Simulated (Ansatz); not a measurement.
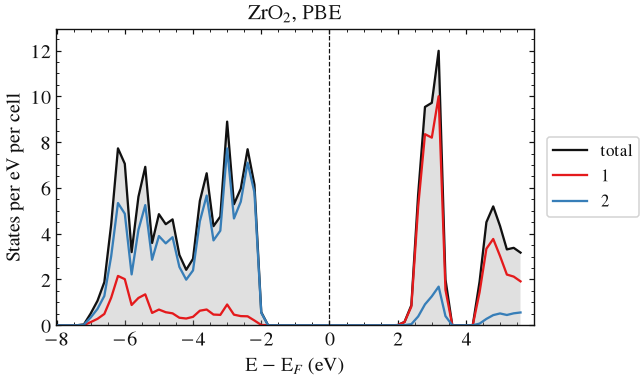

Density of states. Energies are counted from the Fermi level. The partial curves are projected on atomic shells.

Calculation on ZrO$_{2}$, space group P4_2/nmc, 6 atoms in the cell; a = 3.60 Å, b = 3.60 Å, c = 5.18 Å, α = 90.00°, β = 90.00°, γ = 90.00°.

Ansatz 0.2.0; DFT, PBE, all-electron LAPW, scalar-relativistic, no spin polarisation, 7×7×5 k mesh, Fermi-Dirac smearing of 0.01 eV.

The numbered curves are projections. Which is which? The candidates: O 2p, Zr 4d.

1 is Zr 4d; 2 is O 2p.

Is there a gap at the Fermi level, and how wide?

There is a gap; over the k points computed it is 4.02 eV.

The cell is at 5 GPa in this functional.
